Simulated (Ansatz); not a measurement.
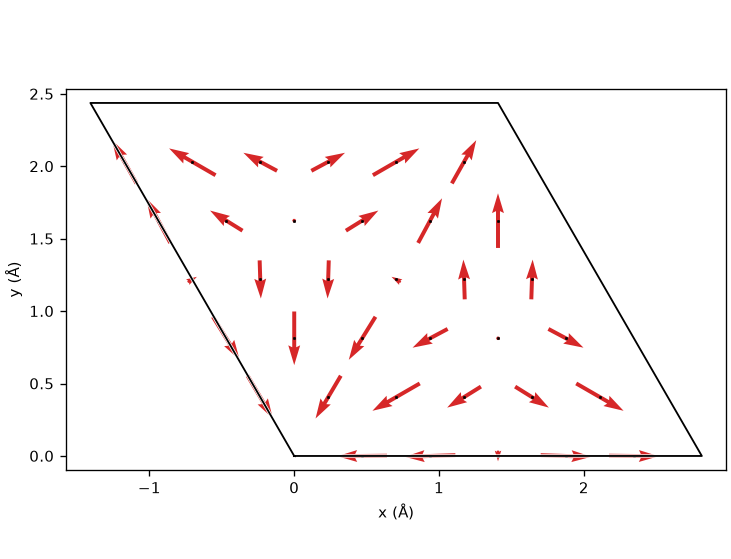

H on an Al(001) slab cut from the P6_3/mmc phase, its upper half relaxed before the scan (36 atoms of substrate and one adsorbate in a 2 × 2 cell). H is moved over the surface cell at a fixed height above a rigid substrate; the origin of the map has the adsorbate above Al33; the height is held at 2.80 Å. Places are given modulo a cell vector. The map is drawn in real space over the plane of the surface. The scan uses a 6 × 6 grid; 10 points were computed and 26 follow by symmetry. Places are given in fractions of the 1 × 1 surface cell. The runs have no spin polarisation, so an open-shell adsorbate far from the surface lies too high. At a fixed height the lowest place need not be the adsorption site. These are results of Ansatz 0.2.0, DFT PBE+D3(BJ), scalar-relativistic, plane waves, PAW, not measurements. Settings: cutoff 420 eV, k-mesh 6×6×1, gaussian smearing 0.1 eV, no spin polarisation.

The picture shows dots at the grid points, arrows along the force (downhill), their lengths compressed, the outline of one cell of the plane.

The arrows alone are given. Where is the energy lowest?

Answer. The arrows converge at the top site over a surface Al atom, (0/6, 0/6) of the cell vectors (read from the interpolated surface).

The energy map of the same scan:

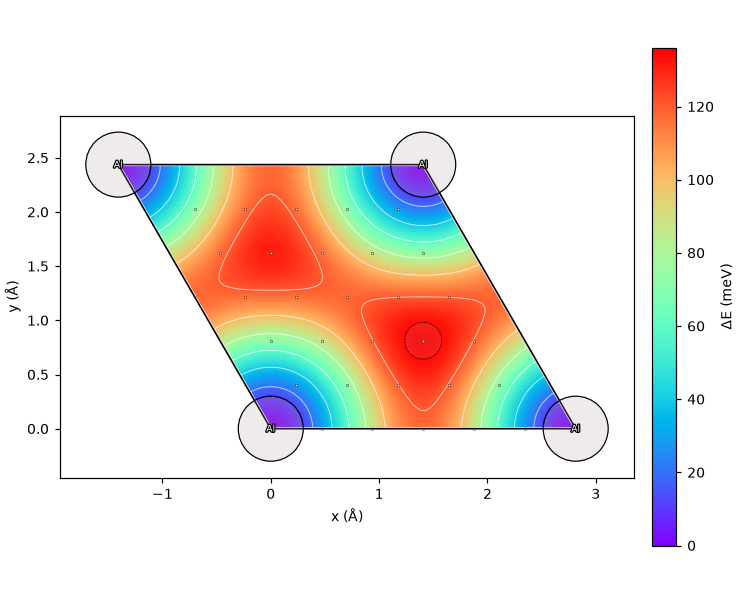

Energies are in meV, from the lowest grid point; between grid points the surface is interpolated.

PAW datasets: the set soft_1.
